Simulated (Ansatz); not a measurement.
Input of the run:

```
crystal:
  lattice:
    - [0.0, 3.1448483221, 3.1448483221]
    - [3.0879265675, 0.0, 3.1448483221]
    - [3.0879265675, 3.1448483221, 0.0]
  atoms:
    - { symbol: K, position: [0.0, 0.0, 0.0] }
    - { symbol: Cl, position: [0.5, 0.5, 0.5] }
kpoints:
  mp_grid: { grid: [6, 6, 6] }
  band_path:
    path:
      - [0.0, 0.0, 0.0]
      - [0.5, 0.0, 0.5]
      - [0.625, 0.25, 0.625]
      - [0.375, 0.375, 0.75]
      - [0.5, 0.5, 0.5]
      - [0.5, 0.25, 0.75]
    npoints: 1
hamiltonian:
  xc: hse06
scf:
  occupations: { method: fixed }
  n_extra_bands: 4
output:
  forces: true
  stress: true
  eigenvalues: true
```

Launched with:
```bash
ansatz run input.yaml --threads 4 --pin off --max-ram 3686MiB --backend cpu --events-out ev --progress --plain --runs-dir out
```

What will the density of states look like?

There is a gap; over the k points computed it is 6.56 eV (direct among those points). The upper group of valence states starts about 1.1 eV under the valence-band top, with a gap beneath it; it holds about 6 electrons a cell. Within the window shown, the tallest peak of the filled states lies 0.3 eV under the valence-band top, at about 8.5 states per eV and cell.

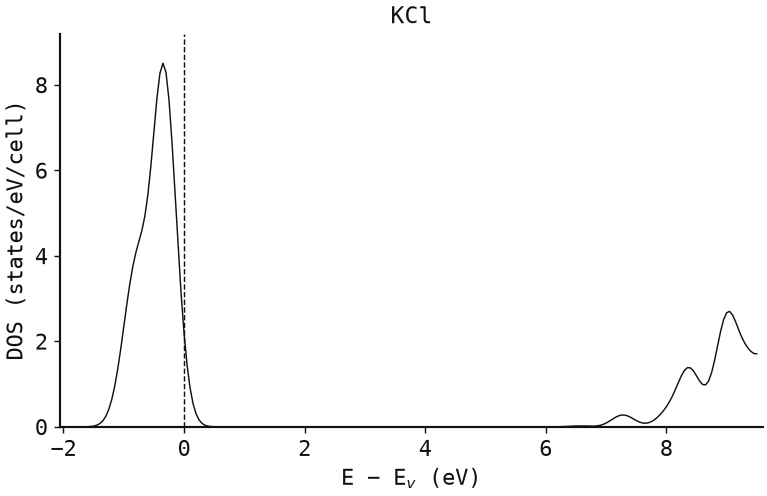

Density of states. Energies are counted from the top of the valence band. The curve is built from the levels of the k mesh with Gaussians 0.4 eV wide, which also blur the band edges.
